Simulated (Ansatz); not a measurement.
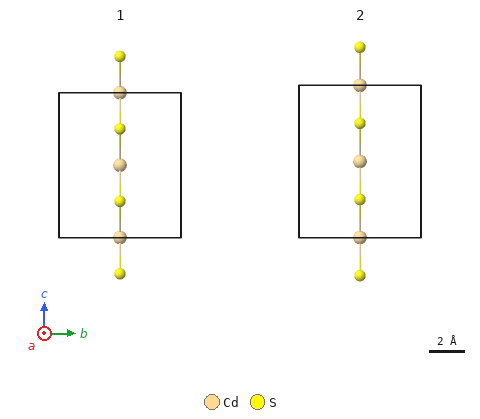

Two geometries of a wire of composition CdS, drawn at one scale. One is the start of a relaxation, the other its converged end. The picture is a ball-and-stick view of the 2 repeat of the cell, with the vacuum cut short, seen along the a axis.

All numbers below come from DFT PBE, scalar-relativistic, plane waves, PAW in Ansatz. (plane-wave cutoff 420 eV; k-point mesh 1 × 1 × 16; occupations gaussian; smearing width 0.05 eV; collinear spin; cell relaxed at fixed a, b, alpha, beta, gamma; force threshold 0.01 eV/Å; at most 45 steps)

### Which of the two is the end point?

Structure 2 is the relaxed one. Case: zigzag chain of atoms. After 4 accepted moves (5 points after the start) the energy has fallen by 71.8 meV per cell of the calculation. The largest force component goes from 0.17 to 0.00026 eV/Å. The SCF was repeated once at an unchanged geometry on a basis and grid sized afresh for the cell, which shifted the energy by 0.5 meV per cell of the calculation at most. The largest moves relative to the layer's centre, 0.10 Å, are those of Cd and S atoms. By element the largest moves are Cd 0.10 Å, S 0.10 Å. Along the periodic axis the drawn cell goes c 8.315 → 8.735 Å (+5.1 %). Some distances before and after: Cd–S 2.324 → 2.337 Å. Among the angles between lasting bonds that change: S–Cd–S 126.9° → 138.2°, Cd–S–Cd 126.9° → 138.2°. The program noted that the starting moments weren't kept. The run took 52 s on 2 threads of Arm Neoverse V2, with other jobs on the host, peak memory 0.58 GiB.
